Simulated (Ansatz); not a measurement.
AlAs (space group F-43m, No. 216): the end point of a relaxation with Ansatz 0.2.0, DFT LDA, scalar-relativistic, plane waves, PAW.

```
Al As
1.0
     5.62909    0.00000    0.00000
     0.00000    5.62909    0.00000
     0.00000    0.00000    5.62909
Al As
4 4
Direct
  0.00000 0.00000 0.00000
  0.00000 0.50000 0.50000
  0.50000 0.00000 0.50000
  0.50000 0.50000 0.00000
  0.25000 0.25000 0.25000
  0.25000 0.75000 0.75000
  0.75000 0.25000 0.75000
  0.75000 0.75000 0.25000
```

Bonds are taken as Al–As below 2.7 Å. Atoms with one bond or none are removed and atoms with two bonds are replaced by edges, until no such atom is left.

Derive the underlying net.

The result is a uninodal 4-connected, three-periodic net: Al and As are 4-connected nodes. It is the dia net, known from diamond, zinc blende and cristobalite. It is a single net, without interpenetration.

```
     node  links  point symbol  coordination sequence
Al and As      4            6⁶          4 12 24 42 64
```

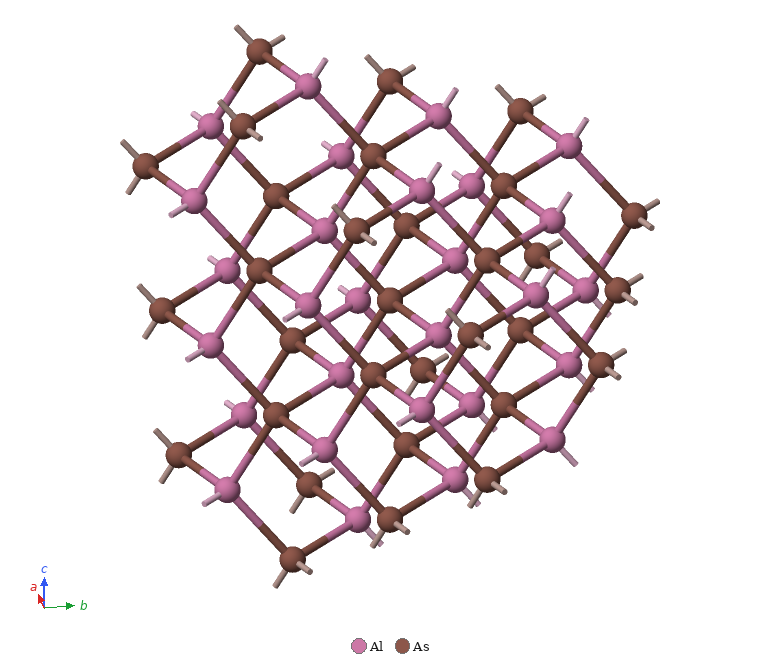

Nodes are coloured by element. Short stubs are edges that leave the cut-out.
